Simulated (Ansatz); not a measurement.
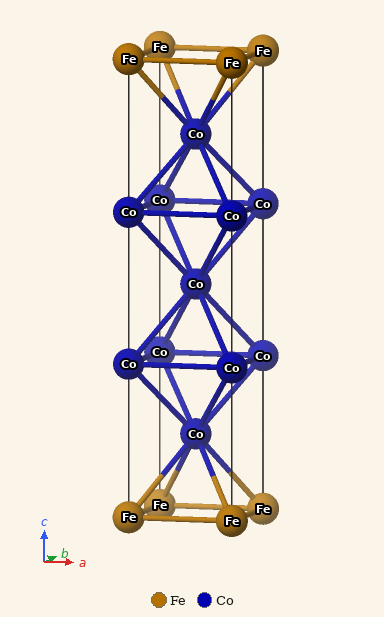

Crystal structure, ball-and-stick style, seen slightly off an axis. The wireframe shows the conventional unit cell. Cell: a = 2.49 Å, b = 2.49 Å, c = 10.68 Å, α = 90.00°, β = 90.00°, γ = 90.00°.

The structure comes from a structure type filled with these elements by a generator (whether the compound takes this form wasn't checked). Earlier steps of the study may have refined or changed the cell and positions. A calculation with Ansatz used it as input.

Question: In words:

Answer: Formula: FeCo₅. The atoms follow space group P4/mmm (No. 123); the Bravais lattice is primitive tetragonal. One cell contains 1 Fe, 5 Co, 6 atoms in all. Fe is coordinated by eight Co and four Fe in a cuboctahedral arrangement (about 2.6 Å to Co, 2.5 Å to Fe). Co takes three kinds of site: 2h with eight Co and four Fe in a cuboctahedral arrangement (about 2.5 Å to Co, 2.6 Å to Fe); 2g with twelve Co in a cuboctahedral arrangement at about 2.5 Å; 1d with twelve Co in a cuboctahedral arrangement at about 2.5 Å. The bonds build a three-dimensional framework.

Results below were computed with Ansatz, DFT PBE, scalar-relativistic, plane waves, PAW; the settings were 420 eV cutoff, k-point mesh 14×14×4, Gaussian smearing of 0.1 eV, collinear spins.

Question: Which atoms carry magnetic moments in this run, and how do they order?

Answer: The state reached is ferromagnetic. Sizes: Fe 2.6 μB and Co 1.7 to 1.8 μB; net moment 10.8 μB in the run's cell of 6 atoms.

Question: What does the calculation say: metal or gapped?

Answer: A metal: bands cross the Fermi level.

Question: How charged are the atoms, by the Bader scheme?

Answer: Fe +0.15 e; Co -0.07 to 0.00 e.

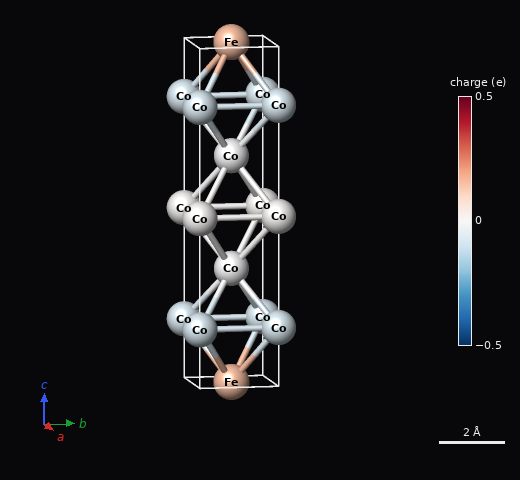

The atoms coloured by those charges. The run's cell of 6 atoms is drawn, so axes and origin can differ from the first picture.

Question: Has the structure come to rest?

Answer: Yes. All forces vanish to within 0.01 eV/Å. The pressure is 0.0 GPa, close to zero.
